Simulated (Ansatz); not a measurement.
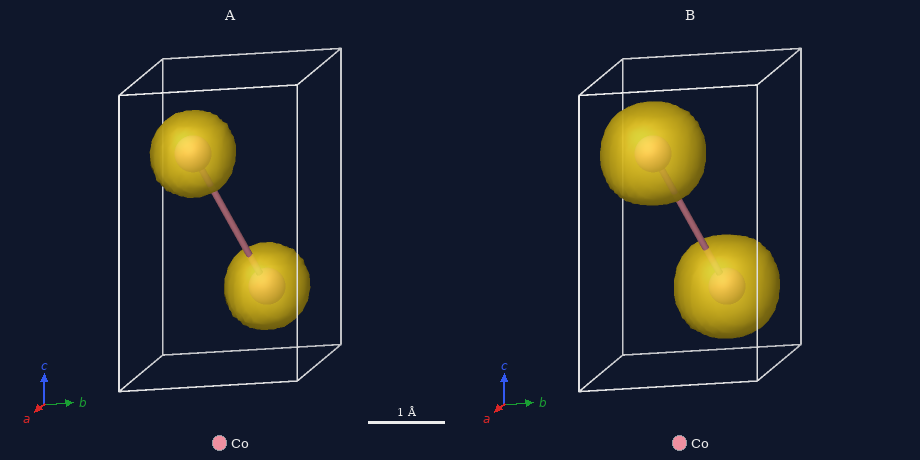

*Co. Spin density of two self-consistent states of the same cell, at +0.3 (yellow) and −0.3 e/Å³ (cyan).*

Space group P6₃/mmc; a structure from a database of computed crystals, not necessarily the ambient phase; computed pressure about 19 GPa in this cell; spin-polarised.

Computed with Kohn-Sham DFT of a periodic cell, PBEsol, Ansatz PAW (Ansatz).

Question: Which magnetic state is the more stable, and how do they differ?

Answer: State A: parallel main moments (a ferromagnetic arrangement) in this solution; Co: +1.1 μB (×2) in one cell of 2 atoms. State B: parallel main moments (a ferromagnetic arrangement) in this solution; Co: +2.4 μB (×2) in one cell of 2 atoms. State A lies lower by 616 meV per atom.
